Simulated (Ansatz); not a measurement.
**Run report: N, field-gradient calculation**

System: N (2 atoms in the cell).
Method: DFT, PBE, PAW with Ansatz's default frozen-core files, scalar-relativistic, no spin polarisation (Ansatz 0.2.0).

It belongs to a series of runs on one base structure; here: x and y stretched by -4 %, z held, PAW files. Figures and captions count atoms from 1; the log counts them from 0 in places.

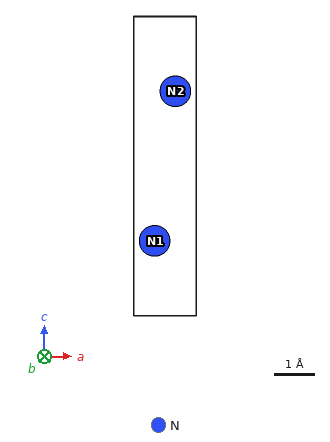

*The structure as given in the input (ball-and-stick view of the cell of the calculation, along the b axis; atoms are numbered from 1 in the order of the input).*

## Results in brief

| quantity | value |
| --- | --- |
| outcome | converged |
| space group (tolerance 0.01 Å) | P6₃/mmc (194) |
| electrons treated | 10 |
| free energy | −759.5324 eV |
| Fermi energy | 3.461 eV |
| pressure | 15.34 GPa |
| field gradient V_zz (10²¹ V/m²) | N −9.03, N −9.03 |
| largest force (length of the vector) | under 0.001 eV/Å |
| hardware | 1 thread of an x86-64 CPU, shared host |
| wall time | 3.3 s |
| peak memory | 0.37 GiB |

## The input
```yaml
crystal:
  lattice:
    - [1.8392594011, 0.0, 0.0]
    - [-0.9196297006, 1.5928453655, 0.0]
    - [0.0, 0.0, 7.6475803133]
  atoms:
    - { symbol: "N", position: [0.3333333333, 0.6666666667, 0.25] }
    - { symbol: "N", position: [0.6666666667, 0.3333333333, 0.75] }
kpoints:
  mp_grid: { grid: [19, 19, 10] }
scf:
  occupations: { method: fermi_dirac, width: 0.05 }
hamiltonian:
  xc: pbe
  pseudopotentials: { kind: paw }
output:
  forces: true
  stress: true
  eigenvalues: true
  efg: { contact_densities: true }
  write_density: true
  write_potential: true
  elf: true
  volumetric_format: npy
```

Command:
```bash
ansatz run input.yaml --threads 1 --pin off --max-ram 2048MiB --backend cpu --events-out ev --progress --plain --runs-dir out
```

## Log
```
Engine: ansatz 0.2.0, x86_64-unknown-linux-gnu
Pseudopotentials: kind: paw
Pseudopotential: N, paw, valence charge 5, recommended cutoff 420 eV (normal), N.paw.azcp
Functional definition: PBE
  parameter kappa = 0.804
  parameter beta = 0.06672455060314922
  exchange = pbe_x(kappa = kappa, mu = beta*pi^2/3)
  correlation = pbe_c(beta = beta)
Crystal: 2 atoms, lattice volume = 22.405 Å³
Basis set: ecut = 420 eV, 415 PW (Γ), exchange–correlation on 30×30×108 points (8 copies of the dense FFT grid, shifted against one another)
Bands: 9, of which v1, the nominal top of the filled ones, is band 5 counted from 1 (4 counted from 0)
Symmetry: 24 space group operations
Space group: P63/mmc (ITA 194), of the structure as read, at distance tolerance 2.8e-5 Å
k-points: 240 of 3610
Non-local potential: N, projectors of the file, l = 0: 2, l = 1: 2, l = 2: 1
PAW form: soft (Blöchl's): semilocal exchange-correlation on the pseudo side does not see the compensation charge
PAW one-centre angular grid: N, 110 points (default); XC on 64 Gauss nodes
Initial density: superposition of atomic densities (neutral atoms: chi_scale 0, normalization atom), corrected by the library's trained network
Initial wavefunctions: pseudopotential atomic-orbital guess
Functional: x = pbe(κ = 0.804, μ = 0.2195149727645171), c = pbe(β = 0.06672455060314922)
SCF iter   1: F=—  HF=-759.530797 eV  |F-HF|=—  |Δ(HF+E_count)|=         —  Δρ=3.96e-3  dr2=1.84e-3  ethr=1.77e-3  ⟨swp⟩=4.9  Hψ=13671  notcnv=0
preconditioner: auto → LDOS  [metal: Δε(μ)=0.010 eV  Ē_g=13.892 eV  σ=0.050 eV  W_gap=0.05  n_scr=4 (ndim 8)  ℏωp=24.8 eV  f_vac=0.217  D(μ)=2.34/eV (n_scr^D=40)  β→1.0]
SCF iter   2: F=—  HF=-759.532397 eV  |F-HF|=—  |Δ(HF+E_count)|=   1.60e-3  Δρ=1.33e-3  dr2=1.16e-4  ethr=1.84e-5  ⟨swp⟩=2.2  Hψ=5669  notcnv=0  defer=41
SCF iter   3: F=—  HF=-759.532422 eV  |F-HF|=—  |Δ(HF+E_count)|=   2.57e-5  Δρ=4.70e-4  dr2=2.52e-5  ethr=1.16e-6  ⟨swp⟩=2.0  Hψ=3198  notcnv=0  defer=42
SCF iter   4: F=—  HF=-759.532380 eV  |F-HF|=—  |Δ(HF+E_count)|=   4.24e-5  Δρ=5.47e-5  dr2=8.06e-7  ethr=2.52e-7  ⟨swp⟩=2.3  Hψ=3120  notcnv=0  defer=41
iter 5 did not close the SCF: its close was put off for the readings that it lacked (scf_convergence_deferred on its scf_iter line)
SCF iter   5: F=-759.532380 eV  HF=-759.532380 eV  |F-HF|=8.35e-9  |Δ(HF+E_count)|=   1.71e-7  Δρ=4.77e-6  dr2=1.95e-9  ethr=8.06e-9  ⟨swp⟩=2.6  Hψ=3326  notcnv=0  defer=41
SCF iter   6: F=-759.532380 eV  HF=-759.532380 eV  |F-HF|=2.07e-10  |Δ(HF+E_count)|=   8.91e-9  Δρ=7.78e-7  dr2=6.31e-11  ethr=1.95e-11  ⟨swp⟩=5.0  Hψ=10923  notcnv=0
SCF 1 converged in 6 iterations: F = -759.532380 eV  dr2 = 6.31e-11
  greatest PAW one-centre occupation: 0.871 electrons in one spin orbital (limit 2), on the N atom at site 1 (counted from 0), in its partial waves of l = 0
```

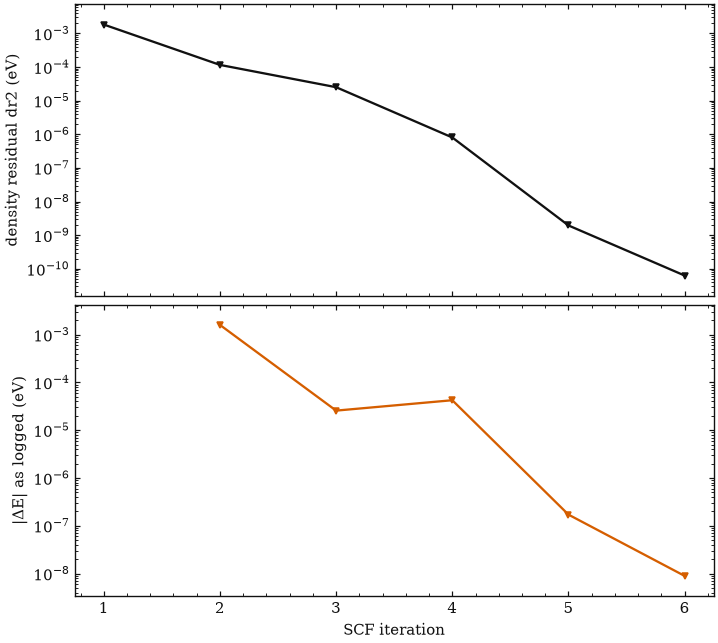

*Convergence of the self-consistent field: density residual dr2 and size of the energy change against the SCF iteration.*

The residual falls at every step.

```
SCF converged after 6 iterations
Free energy (F): -759.532380 eV
Harris-Foulkes:  -759.532380 eV  (|F-HF|=2.07e-10)
Internal energy: -759.514135 eV  (E = F + TS)
E sigma→0 (E₀):  -759.523257 eV
Entropy (-TS):   -0.018246 eV (-9.123 meV/atom)
Fermi energy:    3.461311 eV
--- Per-component energies (eV) ---
  E_band       = -46.637232
  E_kinetic    = 244.346634
  E_local      = -594.636294  (includes V_loc(G=0)·N_el)
  E_nonlocal   = 95.795299
  E_hartree    = 194.798942
  E_xc         = -116.783866
  E_vxc        = -148.173824  (∫ρ·V_xc dr)
  E_paw        = -250.394849  (= ΣΔE_a)
  E_vpaw       = -33.567058  (= ΣTr[D̂ρ^β])
  E_aug_tail   = 0.000135  (compensation charges beyond the density's cutoff)
  E_ewald      = -332.640135
  E_smearing   = -0.018246  (= −TS)
  E_closure    = -0.000000  (closes the sum)
  Σ components = -759.532380   (vs F -759.532380, Δ=0.00e0)
--- Forces (eV/Å), atoms counted from 1 ---
  atom   1  N     -0.00000000    -0.00000000     0.00000000
  atom   2  N     -0.00000000     0.00000000     0.00000000
  max |Σ_I F_I| component: 1.36e-20 eV/Å
--- Stress (GPa, compression-positive) ---
       22.958973      -0.000000       0.000000
        0.000000      22.958973       0.000000
        0.000000       0.000000       0.099818
  P = ⅓ Tr σ = 15.3393 GPa (153.393 kbar)
--- PAW observables at the nuclei: V_zz in 10²¹ V/m², potentials from the cell's mean, atoms counted from 1 ---
  atom   1  N  V_zz =    -9.030193   η = 0.0000   by run symmetry: allowed
            electrostatic potential = -507.504483 V   contact ρ = 1429.710648 e/Å³
  atom   2  N  V_zz =    -9.030193   η = 0.0000   by run symmetry: allowed
            electrostatic potential = -507.504483 V   contact ρ = 1429.710648 e/Å³
--- Band table (eV; the first three rows and the last of 240) ---
  k-point 0: bands = ["-17.7350", "-17.6827", "-3.3345", "-2.6120", "8.8196", "11.8515", "11.8515", "11.8518", "11.8518"]
  k-point 1: bands = ["-17.7337", "-17.6840", "-3.3185", "-2.6317", "8.8877", "11.8516", "11.8516", "11.8519", "11.8519"]
  k-point 2: bands = ["-17.7300", "-17.6877", "-3.2724", "-2.6885", "9.0884", "11.8516", "11.8516", "11.8518", "11.8518"]
  k-point 239: bands = ["-5.0195", "-5.0195", "-2.3671", "-2.3671", "-1.1692", "-1.1692", "5.0180", "5.0180", "22.7867"]
```

## File rho_z.tsv
```
# z_ang	rho[e/angstrom^3]
# format = ansatz-planar-average/11
# lattice	1.839259401	0.000000000	0.000000000
# lattice	-0.919629701	1.592845365	0.000000000
# lattice	0.000000000	0.000000000	7.647580313
# sites	2
# site	7	-0.000000000	1.061896910	1.911895078
# site	7	0.919629701	0.530948455	5.735685235
0.000000	9.502892e-3
0.141622	1.088487e-2
0.283244	1.526992e-2
0.424866	2.385919e-2
0.566487	3.908784e-2
0.708109	6.566430e-2
0.849731	1.110235e-1
0.991353	1.871338e-1
1.132975	3.126035e-1
1.274597	5.096750e-1
1.416219	7.912268e-1
1.557840	1.117709e0
1.699462	1.368441e0
1.841084	1.468170e0
1.982706	1.468170e0
2.124328	1.368441e0
2.265950	1.117709e0
2.407572	7.912268e-1
2.549193	5.096750e-1
2.690815	3.126035e-1
2.832437	1.871338e-1
2.974059	1.110235e-1
3.115681	6.566430e-2
3.257303	3.908784e-2
3.398925	2.385919e-2
3.540546	1.526992e-2
3.682168	1.088487e-2
3.823790	9.502892e-3
3.965412	1.088487e-2
4.107034	1.526992e-2
4.248656	2.385919e-2
4.390278	3.908784e-2
4.531899	6.566430e-2
4.673521	1.110235e-1
4.815143	1.871338e-1
4.956765	3.126035e-1
5.098387	5.096750e-1
5.240009	7.912268e-1
5.381631	1.117709e0
5.523252	1.368441e0
5.664874	1.468170e0
5.806496	1.468170e0
5.948118	1.368441e0
6.089740	1.117709e0
6.231362	7.912268e-1
6.372984	5.096750e-1
6.514605	3.126035e-1
6.656227	1.871338e-1
6.797849	1.110235e-1
6.939471	6.566430e-2
7.081093	3.908784e-2
7.222715	2.385919e-2
7.364337	1.526992e-2
7.505958	1.088487e-2
```

## File v_z.tsv
```
# z_ang	v_es[eV]	v_tot[eV]
# format = ansatz-planar-average/11
# xc	pbe
# density_cutoff_ev	1680
# datasets	N=:simpson_from_first_knot:soft
# lattice	1.839259401	0.000000000	0.000000000
# lattice	-0.919629701	1.592845365	0.000000000
# lattice	0.000000000	0.000000000	7.647580313
# sites	2
# site	7	-0.000000000	1.061896910	1.911895078
# site	7	0.919629701	0.530948455	5.735685235
0.000000	9.347922e0	6.703409e0
0.141622	9.324008e0	6.675378e0
0.283244	9.272349e0	5.441018e0
0.424866	9.150920e0	4.582430e0
0.566487	8.954794e0	3.856537e0
0.708109	8.598470e0	2.376086e0
0.849731	8.013961e0	7.094872e-1
0.991353	7.014742e0	-1.894041e0
1.132975	5.407578e0	-5.054305e0
1.274597	1.922561e0	-1.049967e1
1.416219	-4.017325e0	-1.815249e1
1.557840	-1.105671e1	-2.666770e1
1.699462	-1.731454e1	-3.378279e1
1.841084	-2.097725e1	-3.788630e1
1.982706	-2.097725e1	-3.788630e1
2.124328	-1.731454e1	-3.378279e1
2.265950	-1.105671e1	-2.666770e1
2.407572	-4.017325e0	-1.815249e1
2.549193	1.922561e0	-1.049967e1
2.690815	5.407578e0	-5.054305e0
2.832437	7.014742e0	-1.894041e0
2.974059	8.013961e0	7.094872e-1
3.115681	8.598470e0	2.376086e0
3.257303	8.954794e0	3.856537e0
3.398925	9.150920e0	4.582430e0
3.540546	9.272349e0	5.441018e0
3.682168	9.324008e0	6.675378e0
3.823790	9.347922e0	6.703409e0
3.965412	9.324008e0	6.675378e0
4.107034	9.272349e0	5.441018e0
4.248656	9.150920e0	4.582430e0
4.390278	8.954794e0	3.856537e0
4.531899	8.598470e0	2.376086e0
4.673521	8.013961e0	7.094872e-1
4.815143	7.014742e0	-1.894041e0
4.956765	5.407578e0	-5.054305e0
5.098387	1.922561e0	-1.049967e1
5.240009	-4.017325e0	-1.815249e1
5.381631	-1.105671e1	-2.666770e1
5.523252	-1.731454e1	-3.378279e1
5.664874	-2.097725e1	-3.788630e1
5.806496	-2.097725e1	-3.788630e1
5.948118	-1.731454e1	-3.378279e1
6.089740	-1.105671e1	-2.666770e1
6.231362	-4.017325e0	-1.815249e1
6.372984	1.922561e0	-1.049967e1
6.514605	5.407578e0	-5.054305e0
6.656227	7.014742e0	-1.894041e0
6.797849	8.013961e0	7.094872e-1
6.939471	8.598470e0	2.376086e0
7.081093	8.954794e0	3.856537e0
7.222715	9.150920e0	4.582430e0
7.364337	9.272349e0	5.441018e0
7.505958	9.324008e0	6.675378e0
```

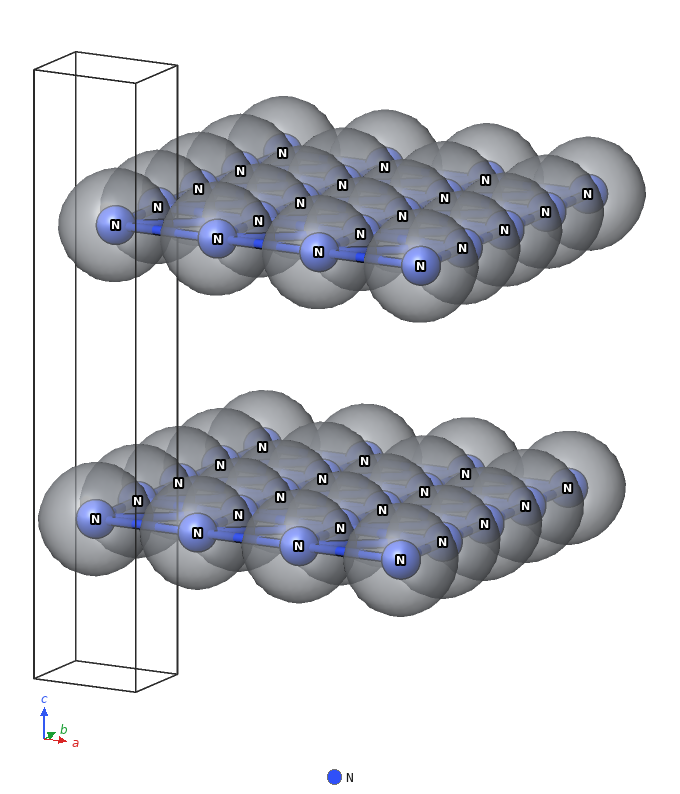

*Isosurface of the valence electron density at 1 e/Å³ (grey), seen slightly off an axis. Sticks mark near contacts. The outline is the cell set on symmetry axes.*

At this value the density breaks into separate islands; it holds about 55 % of the electrons treated as valence. It is pinched off along the N–N (1.84 Å) contacts. On the grid the lowest density along these lines, outside the cores, is 0.72 e/Å³ (N–N, 1.84 Å). In a PAW calculation such maps are meaningful between the atoms, not at the nuclei.

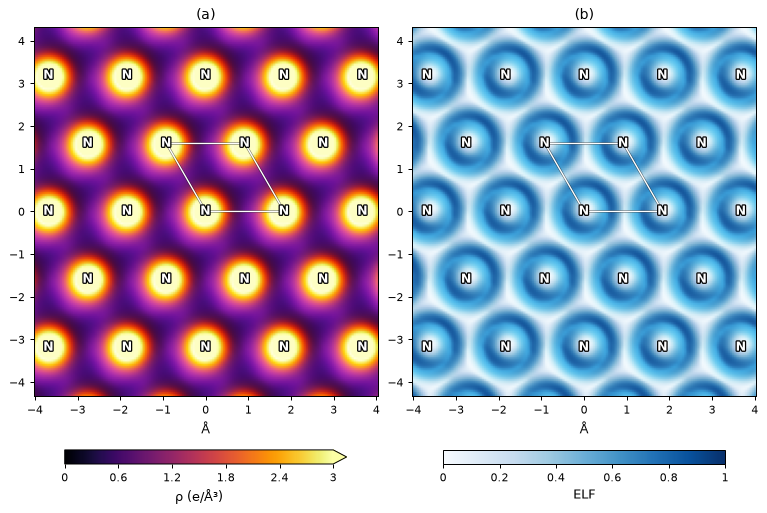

*(a) valence charge density (pseudo); (b) electron localisation function on the (001) plane of the conventional cell.*

Atoms in the plane: N. Away from the nuclei the density in this plane falls to 0.53 e/Å³ at its lowest.

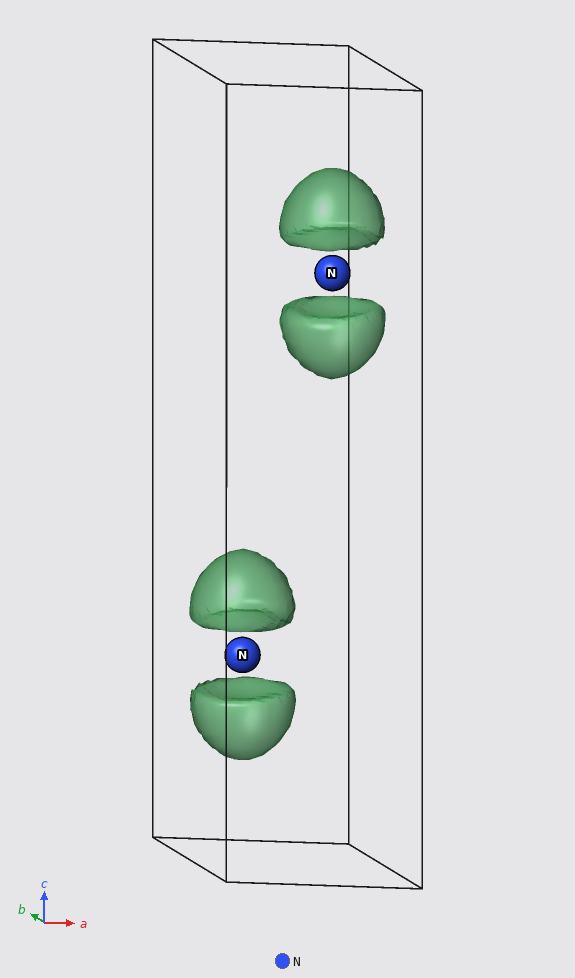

*Isosurface of the electron localisation function at 0.8 (green), seen slightly off an axis. Core shells and regions of very low density are left out. Sticks mark near contacts. The outline is the cell set on symmetry axes.*

Values along the shortest contacts:
